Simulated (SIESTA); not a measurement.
System: La₂O₃ (space group P321).

Calculation (SIESTA 5.4.2): DFT in numerical atomic orbitals with pseudopotentials, no spin polarisation; energies at scaled volumes of the given cell, shape and fractions fixed, counted from the fit's minimum, third-order Birch-Murnaghan fit. All runs: no spin polarisation.

```tsv
setting	value
k mesh	4×4×6
occupations	Fermi–Dirac
smearing width	0.05 eV
potentials	PseudoDojo 0.4 standard, converted to PSML, two zetas on semicore shells
```

What does the calculation give for the pressure against volume, with one curve for each functional? The cases: PBEsol; LDA.

The fitted equilibrium volumes, smallest first, are LDA 23.134, PBEsol 23.568 Å³/atom. The fitted bulk moduli, smallest first, are PBEsol 96.6, LDA 103.2 GPa. For PBEsol, the pressure falls from 9.36 GPa at volume 21.74 Å³/atom to −3.49 GPa at 24.51 Å³/atom, and changes sign near 23.57 Å³/atom. For LDA, the pressure falls from 7.38 GPa at volume 21.74 Å³/atom to −5.26 GPa at 24.51 Å³/atom, and changes sign near 23.14 Å³/atom.

PBEsol:
```json
{"volume (Å³/atom)": "21.74", "pressure (GPa)": "9.36"}
{"volume (Å³/atom)": "22.20", "pressure (GPa)": "6.65"}
{"volume (Å³/atom)": "22.66", "pressure (GPa)": "4.12"}
{"volume (Å³/atom)": "23.12", "pressure (GPa)": "1.93"}
{"volume (Å³/atom)": "23.59", "pressure (GPa)": "-0.05"}
{"volume (Å³/atom)": "24.05", "pressure (GPa)": "-1.86"}
{"volume (Å³/atom)": "24.51", "pressure (GPa)": "-3.49"}
```

LDA:
```json
{"volume (Å³/atom)": "21.74", "pressure (GPa)": "7.38"}
{"volume (Å³/atom)": "22.20", "pressure (GPa)": "4.71"}
{"volume (Å³/atom)": "22.66", "pressure (GPa)": "2.21"}
{"volume (Å³/atom)": "23.12", "pressure (GPa)": "0.05"}
{"volume (Å³/atom)": "23.59", "pressure (GPa)": "-1.88"}
{"volume (Å³/atom)": "24.05", "pressure (GPa)": "-3.67"}
{"volume (Å³/atom)": "24.51", "pressure (GPa)": "-5.26"}
```

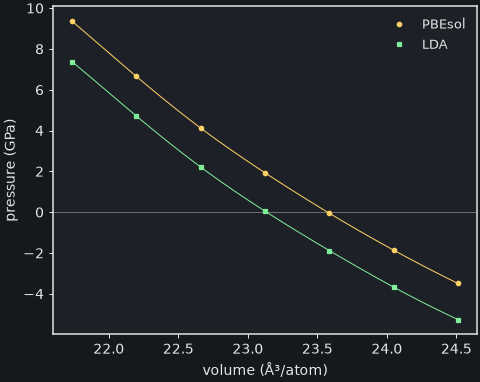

Note: mulliken charges of long orbitals; potentials made for another functional (LDA); shape and atomic fractions are frozen while scaling, which makes layered, chain and framework solids too stiff.
